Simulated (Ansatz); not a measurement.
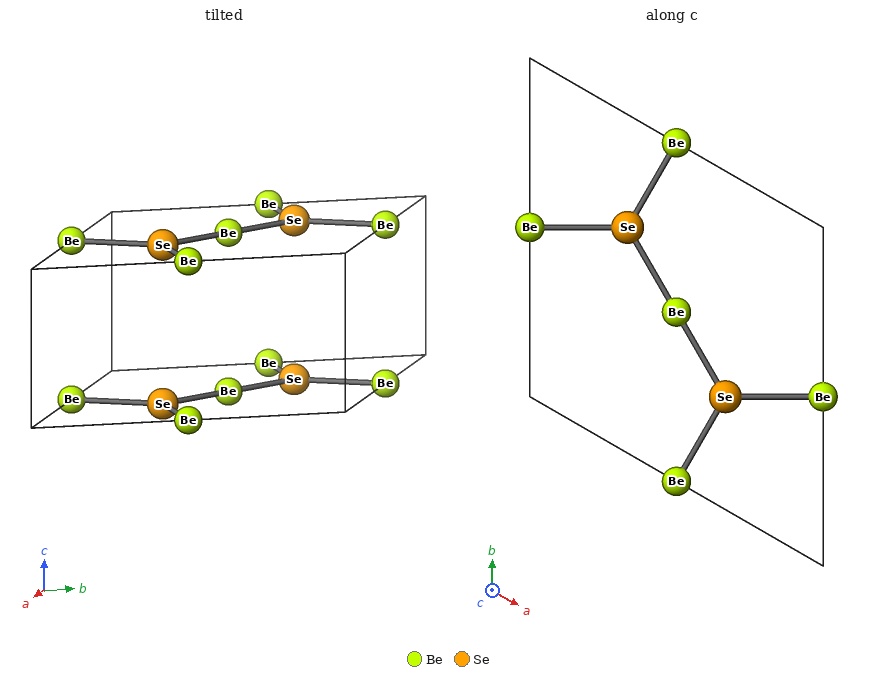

A ball-and-stick rendering, viewed slightly off an axis and along the c axis. The conventional unit cell is outlined; an atom on or near a face, edge or corner is repeated at each equivalent position. Cell: a = 7.19 Å, b = 7.19 Å, c = 3.56 Å, α = 90.00°, β = 90.00°, γ = 120.00°.

The structure was taken from a random cell made by a generator, so it need not be a real form of the compound. Earlier steps of the study may have refined or changed the cell and positions. It was run through Ansatz as a DFT input.

> What structure is drawn here?

Its composition is Be₃Se₂. The lattice is primitive hexagonal and the space group P6/mmm (No. 191). Counting shared atoms by their share gives 3 Be, 2 Se, or 5 atoms. Each Be atom has two Se in a linear arrangement at about 2.1 Å around it. The neighbours of Se are three Be in a trigonal planar arrangement at about 2.1 Å. The bonds build Be3Se2 layers parallel to (001).

Run with DFT PBE, scalar-relativistic, plane waves, PAW in Ansatz and these settings: 420 eV cutoff, Brillouin-zone sampling on a 6×6×10 mesh, Gaussian smearing of 0.1 eV, no spin polarisation.

> What is the band gap, if any?

A metal: bands cross the Fermi level.

> What net charge does each kind of atom have (Bader)?

Be +1.38 e; Se -2.07 e.

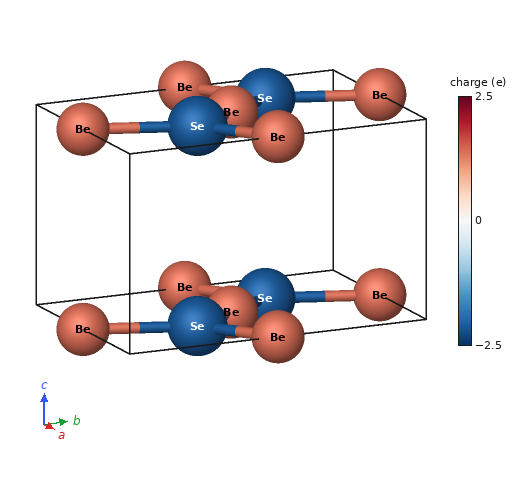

The atoms coloured by those charges. The run's cell of 5 atoms is drawn.

> Has the structure come to rest?

Yes. All forces vanish to within 0.01 eV/Å. The pressure is 0.0 GPa, close to zero.
